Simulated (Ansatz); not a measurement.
**Ge3Si: band-structure calculation**

System: Ge3Si (P-6m2, 4 atoms in the cell).
Method: DFT PBE, scalar-relativistic, plane waves, PAW, no spin polarisation (Ansatz 0.2.0).

The structure was made by a generator, so it may or may not be a known phase. Figures and captions count atoms from 1; the log counts them from 0 in places.

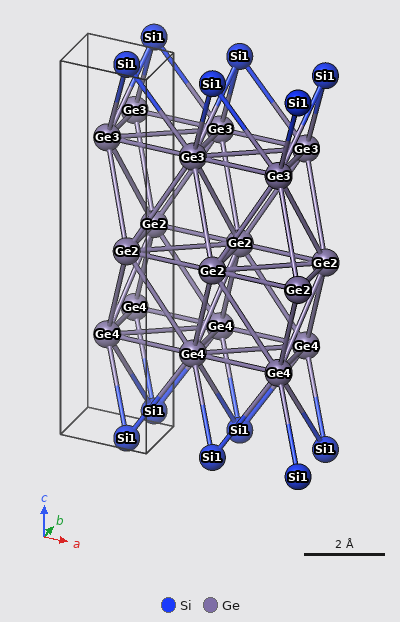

**Figure 1.** The structure as given in the input (ball-and-stick view of the cell of the calculation, repeated 3 × 2 × 1, seen slightly off an axis; atoms are numbered from 1 in the order of the input). An atom can appear more than once, as a periodic image.

Results in brief

```csv
quantity,value
outcome,converged
space group (tolerance 0.01 Å),P-6m2 (187)
electrons treated,46
free energy,−13519.0974 eV
Fermi energy,10.649 eV
gap on the k-point mesh,none (metallic)
pressure,0.03 GPa
largest force (length of the vector),0.002 eV/Å
hardware,"1 thread of Intel Xeon @ 2.50GHz (Skylake/Cascade Lake), 189 GiB of memory available, shared host"
wall time,2.6 min
peak memory,0.67 GiB
```

Input file
```yaml
crystal:
  lattice:
    - [2.9553510376, 0.0, 0.0]
    - [-1.4776755188, 2.5594090756, 0.0]
    - [0.0, 0.0, 9.6401957883]
  atoms:
    - { symbol: Si, position: [0.6666666667, 0.3333333333, 0.0] }
    - { symbol: Ge, position: [0.6666666667, 0.3333333333, 0.5] }
    - { symbol: Ge, position: [0.3333333333, 0.6666666667, 0.7634417063] }
    - { symbol: Ge, position: [0.3333333333, 0.6666666667, 0.2365582937] }
basis:
  ecutwfc: 420
kpoints:
  mp_grid: { grid: [18, 18, 6] }
  band_path:
    path:
      - [[0.0, 0.0, 0.0], [0.5, 0.0, 0.0], [0.33333333, 0.33333333, 0.0], [0.0, 0.0, 0.0], [0.0, 0.0, 0.5], [0.5, 0.0, 0.5], [0.33333333, 0.33333333, 0.5], [0.0, 0.0, 0.5]]
      - [[0.5, 0.0, 0.5], [0.5, 0.0, 0.0]]
      - [[0.33333333, 0.33333333, 0.5], [0.33333333, 0.33333333, 0.0]]
    npoints: 14
hamiltonian:
  xc: pbe
scf:
  occupations: { method: gaussian, width: 0.1 }
  n_extra_bands: 10
output:
  forces: true
  stress: true
  eigenvalues: true
  populations: true
  dos: { projected: true, de: 0.02, nscf_kmesh: { grid: [22, 22, 8] } }
  bader: true
  write_density: true
  write_potential: true
  elf: true
  volumetric_format: npy
```

Launched with:
```bash
ansatz run input.yaml --threads 1 --pin off --max-ram 2560MiB --backend cpu --events-out ev --progress --plain --runs-dir out
```

Output
```
scf.n_extra_bands = 10 over 23 filled bands (N_el = 46.0): the run solves 33 bands
Engine: ansatz 0.2.0, x86_64-unknown-linux-gnu
Pseudopotentials: kind: paw
Pseudopotential: Si, paw, valence charge 4, recommended cutoff 420 eV (normal), Si.paw.azcp
Pseudopotential: Ge, paw, valence charge 14, recommended cutoff 420 eV (normal), Ge.paw.azcp
Functional definition: PBE
  parameter kappa = 0.804
  parameter beta = 0.06672455060314922
  exchange = pbe_x(kappa = kappa, mu = beta*pi^2/3)
  correlation = pbe_c(beta = beta)
Crystal: 4 atoms, lattice volume = 72.918 Å³
Basis set: ecut = 420 eV, 1389 PW (Γ), exchange–correlation on 40×40×144 points (8 copies of the dense FFT grid, shifted against one another)
Bands: 33, of which v1, the nominal top of the filled ones, is band 23 counted from 1 (22 counted from 0)
Symmetry: 12 space group operations
Space group: P-6m2 (ITA 187), of the structure as read, at distance tolerance 4.2e-5 Å
k-points: 148 of 1944 (time reversal used)
Non-local potential: Si, projectors of the file, l = 0: 2, l = 1: 2, l = 2: 2
Non-local potential: Ge, projectors of the file, l = 0: 2, l = 1: 2, l = 2: 3, l = 3: 1
PAW form: soft (Blöchl's): semilocal exchange-correlation on the pseudo side does not see the compensation charge
PAW one-centre angular grid: Si, 110 points (default); XC on 64 Gauss nodes
PAW one-centre angular grid: Ge, 590 points (default); XC on 64 Gauss nodes
Initial density: superposition of atomic densities (neutral atoms: chi_scale 0, normalization atom), corrected by the library's trained network
Initial wavefunctions: pseudopotential atomic-orbital guess
Functional: x = pbe(κ = 0.804, μ = 0.2195149727645171), c = pbe(β = 0.06672455060314922)
SCF iter   1: F=—  HF=-13519.100113 eV  |F-HF|=—  |Δ(HF+E_count)|=         —  Δρ=2.26e-3  dr2=2.81e-2  ethr=1.77e-3  ⟨swp⟩=6.3  Hψ=21148  notcnv=0  defer=43
preconditioner: auto → Kerker (q_TF=auto, 2.527 Å⁻¹)  [metal: Δε(μ)=0.041 eV  Ē_g=22.840 eV  σ=0.100 eV  W_gap=0.22  n_scr=12 (ndim 8)  ℏωp=29.5 eV  f_vac=0.000  D(μ)=1.36/eV (n_scr^D=4)]
SCF iter   2: F=—  HF=-13519.098240 eV  |F-HF|=—  |Δ(HF+E_count)|=   1.87e-3  Δρ=1.42e-3  dr2=1.26e-2  ethr=6.12e-5  ⟨swp⟩=1.0  Hψ=6068  notcnv=0  defer=72
SCF iter   3: F=—  HF=-13519.097459 eV  |F-HF|=—  |Δ(HF+E_count)|=   7.81e-4  Δρ=3.65e-4  dr2=7.94e-5  ethr=2.74e-5  ⟨swp⟩=1.2  Hψ=4462  notcnv=0  defer=72
SCF iter   4: F=—  HF=-13519.097399 eV  |F-HF|=—  |Δ(HF+E_count)|=   5.98e-5  Δρ=1.59e-4  dr2=2.08e-5  ethr=1.73e-7  ⟨swp⟩=2.0  Hψ=7796  notcnv=0  defer=72
SCF iter   5: F=—  HF=-13519.097433 eV  |F-HF|=—  |Δ(HF+E_count)|=   3.43e-5  Δρ=5.44e-5  dr2=9.79e-6  ethr=4.52e-8  ⟨swp⟩=2.0  Hψ=5695  notcnv=0  defer=72
SCF iter   6: F=—  HF=-13519.097433 eV  |F-HF|=—  |Δ(HF+E_count)|=   5.98e-7  Δρ=1.46e-5  dr2=2.09e-7  ethr=2.13e-8  ⟨swp⟩=1.3  Hψ=4461  notcnv=0  defer=72
SCF iter   7: F=—  HF=-13519.097433 eV  |F-HF|=—  |Δ(HF+E_count)|=   3.81e-8  Δρ=9.09e-6  dr2=1.50e-7  ethr=2.17e-10  ⟨swp⟩=11.2  Hψ=29677  notcnv=0
SCF iter   8: F=-13519.097433 eV  HF=-13519.097433 eV  |F-HF|=8.38e-9  |Δ(HF+E_count)|=   6.83e-8  Δρ=2.08e-6  dr2=1.11e-8  ethr=2.17e-10  ⟨swp⟩=5.6  Hψ=23897  notcnv=0
SCF 1 converged in 8 iterations: F = -13519.097433 eV  dr2 = 1.11e-8
  greatest PAW one-centre occupation: 0.998 electrons in one spin orbital (limit 2), on the Ge atom at site 1 (counted from 0), in its partial waves of l = 2
NSCF: frozen V_eff on 129 k-points
NSCF: frozen V_eff on 260 k-points
SCF converged after 8 iterations
Free energy (F): -13519.097433 eV
Harris-Foulkes:  -13519.097433 eV  (|F-HF|=8.38e-9)
Internal energy: -13519.090478 eV  (E = F + TS)
E sigma→0 (E₀):  -13519.093956 eV
Entropy (-TS):   -0.006954 eV (-1.739 meV/atom)
Fermi energy:    10.649475 eV
--- Per-component energies (eV) ---
  E_band       = -336.177843
  E_kinetic    = 369.165069
  E_local      = -7346.572185  (includes V_loc(G=0)·N_el)
  E_nonlocal   = 1270.716772
  E_hartree    = 3265.263998
  E_xc         = -282.058510
  E_vxc        = -240.332515  (∫ρ·V_xc dr)
  E_paw        = -6560.282182  (= ΣΔE_a)
  E_vpaw       = -919.688415  (= ΣTr[D̂ρ^β])
  E_aug_tail   = 0.000954  (compensation charges beyond the density's cutoff)
  E_ewald      = -4235.324395
  E_smearing   = -0.006954  (= −TS)
  E_closure    = 0.000000  (closes the sum)
  Σ components = -13519.097433   (vs F -13519.097433, Δ=0.00e0)
--- Forces (eV/Å), atoms counted from 1 ---
  atom   1  Si    -0.00000000     0.00000000     0.00000000
  atom   2  Ge    -0.00000000     0.00000000     0.00000000
  atom   3  Ge     0.00000000    -0.00000000    -0.00151977
  atom   4  Ge     0.00000000    -0.00000000     0.00151977
  max |Σ_I F_I| component: 5.55e-17 eV/Å
--- Stress (GPa, compression-positive) ---
        0.026096       0.000000       0.000000
        0.000000       0.026096       0.000000
        0.000000       0.000000       0.028730
  P = ⅓ Tr σ = 0.0270 GPa (0.270 kbar)
--- Band table (eV; the first three rows and the last of 148) ---
  k-point 0: bands = ["-14.1017", "-14.0851", "-14.0851", "-14.0796", "-14.0790", "-14.0790", "-14.0780", "-14.0757", "-14.0757", "-14.0363", "-14.0363", "-14.0096", "-14.0096", "-14.0020", "-14.0020", "-2.5781", "-1.1663", "-0.8243", "3.0471", "5.0257", "11.8710", "12.0076", "17.2892", "17.2892", "18.5977", "18.5977", "18.7063", "18.7063", "19.3199", "19.3199", "20.0820", "21.3449", "22.2638"]
  k-point 1: bands = ["-14.1017", "-14.0851", "-14.0851", "-14.0796", "-14.0790", "-14.0790", "-14.0781", "-14.0757", "-14.0757", "-14.0363", "-14.0363", "-14.0096", "-14.0096", "-14.0020", "-14.0020", "-2.5355", "-1.4947", "-0.4215", "2.6433", "5.5251", "10.4715", "13.4623", "17.3046", "17.3046", "18.4237", "18.4237", "18.8658", "18.8658", "19.3350", "19.3350", "19.4930", "21.4247", "22.2524"]
  k-point 2: bands = ["-14.1017", "-14.0851", "-14.0851", "-14.0794", "-14.0790", "-14.0790", "-14.0782", "-14.0757", "-14.0757", "-14.0363", "-14.0363", "-14.0095", "-14.0095", "-14.0020", "-14.0020", "-2.4102", "-1.8666", "0.1515", "1.9417", "6.5318", "9.0836", "14.9992", "17.3390", "17.3390", "18.2480", "18.2516", "18.2516", "18.9972", "18.9972", "19.3736", "19.3736", "21.4961", "22.2354"]
  k-point 147: bands = ["-14.0901", "-14.0793", "-14.0750", "-14.0496", "-14.0482", "-14.0480", "-14.0411", "-14.0388", "-14.0337", "-14.0323", "-14.0295", "-14.0218", "-14.0055", "-14.0055", "-14.0008", "4.1311", "4.4888", "4.5823", "4.9461", "6.7146", "7.2328", "7.8930", "8.2604", "8.2604", "8.9656", "9.6700", "10.1983", "13.7926", "14.3386", "14.4319", "14.9102", "17.3613", "17.9969"]
--- Löwdin populations: 4 sites ---
  site symbol       q [e]
     0     Si      3.9175
     1     Ge     13.9617
     2     Ge     13.9697
     3     Ge     13.9697
  spilling = 0.003944 (of n_electrons = 46.000000)
--- Bader charges: 4 sites ---
  site symbol  charge [e]  shift [e]
     0     Si     -0.0372     0.0000
     1     Ge      0.0147     0.0000
     2     Ge      0.0112     0.0000
     3     Ge      0.0112     0.0000
  estimated error of the sums over rays = 2.9e-4 e
```

File bader_charges.tsv
```
# site	symbol	x_ang	y_ang	z_ang	partial_charge_e	electrons	volume_ang3	relative_density_drop	shared_charge_e	partial_wave_shift_e
# quadrature_error_electrons = 2.9e-4
0	Si	1.4777	0.8531	0.0000	-0.03715	14.03715	17.26	-	-0.03715	0.00000
1	Ge	1.4777	0.8531	4.8201	0.01469	31.98531	19.14	-	0.01469	0.00000
2	Ge	0.0000	1.7063	7.3597	0.01122	31.98878	18.26	-	0.01122	0.00000
3	Ge	0.0000	1.7063	2.2805	0.01124	31.98876	18.26	-	0.01124	0.00000
```

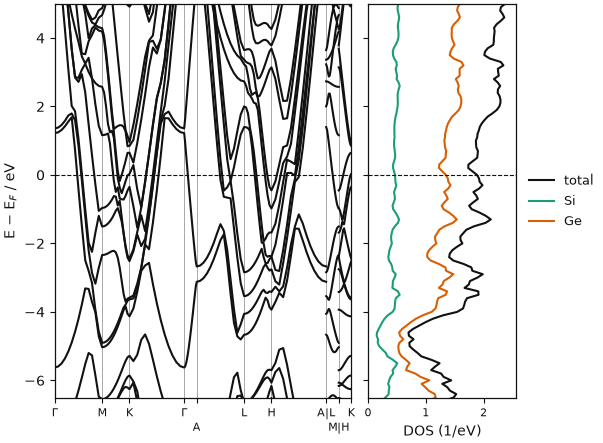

**Figure 2.** Band structure along Γ–M–K–Γ–A–L–H–A|L–M|H–K and density of states (projected on Löwdin-orthogonalised atomic shells), with energies from the Fermi level. Bands cross the Fermi level: a metal at this level of theory.

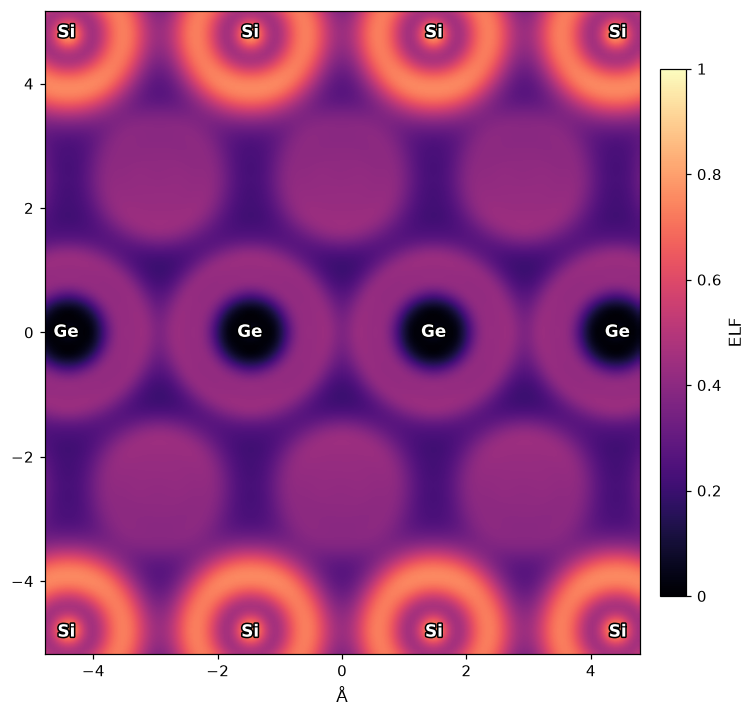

**Figure 3.** ELF on the (100) plane of the conventional cell. The section cuts through Si and Ge sites. Ge–Ge (2.96 Å): the ELF is about 0.35 at the midpoint (no localised pair between them). The fields are those of the smooth PAW valence density.
